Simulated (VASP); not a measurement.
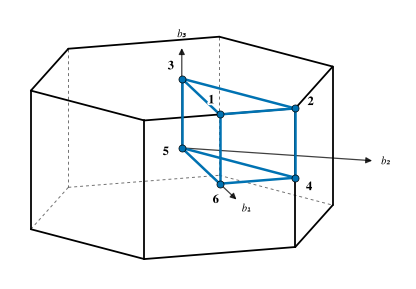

Crystal: ZnS, an entry of the Crystallography Open Database, as set up for an electronic-structure calculation. The first Brillouin zone of a primitive hexagonal lattice (hP; extended symbol hP2) is drawn with its special points numbered. All values are computed from the atomic coordinates in the standard setting (tolerance 0.002 Å).

a = 3.811 Å, b = 3.811 Å, c = 6.234 Å, α = 90.00°, β = 90.00°, γ = 120.00°.

Labels and path follow the convention of Hinuma et al. (2017), as computed by seekpath; the arrows show the directions of the reciprocal primitive vectors b₁, b₂, b₃, in which coordinates are given.

Q: Give the label and coordinates of each numbered point.

A:
```csv
no.,label,coordinates
1,L,"(1/2, 0, 1/2)"
2,H,"(1/3, 1/3, 1/2)"
3,A,"(0, 0, 1/2)"
4,K,"(1/3, 1/3, 0)"
5,Γ,"(0, 0, 0)"
6,M,"(1/2, 0, 0)"
```
